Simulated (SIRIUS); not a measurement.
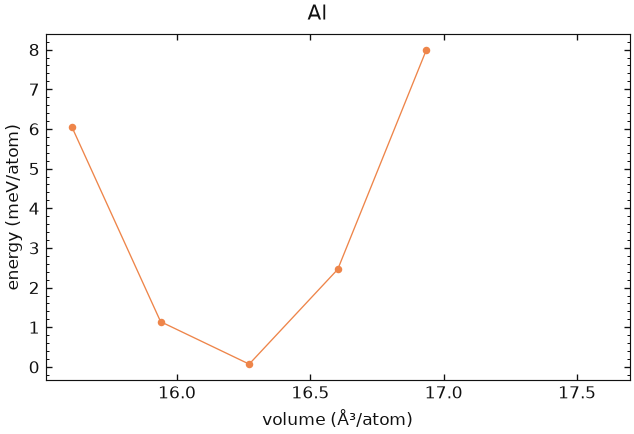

The figure shows the energy against volume for Al, space group Fm-3m (No. 225).

Starting cell:
```
Al
1.0
     0.00000    2.02481    2.02481
     2.02481    0.00000    2.02481
     2.02481    2.02481    0.00000
Al
1
Direct
  0.00000 0.00000 0.00000
```

How it was computed, with SIRIUS 7.12.0: all-electron LAPW DFT, no spin polarisation; energies at scaled volumes of the given cell, shape and fractions fixed, counted from the fit's minimum, third-order Birch-Murnaghan fit. Level: PBEsol.

k mesh 11×11×11; occupations Fermi–Dirac; smearing width 0.05 eV; potentials all electron FP LAPW; program settings basis apw+lo standard, gk cutoff 3.41 1/bohr, pw cutoff 20 1/bohr.

The points at volume 17.27 Å³/atom and 17.60 Å³/atom are left out of the plot. What values does the calculation give there?

```csv
volume (Å³/atom),energy (meV/atom)
17.27,16.22
17.60,26.95
```
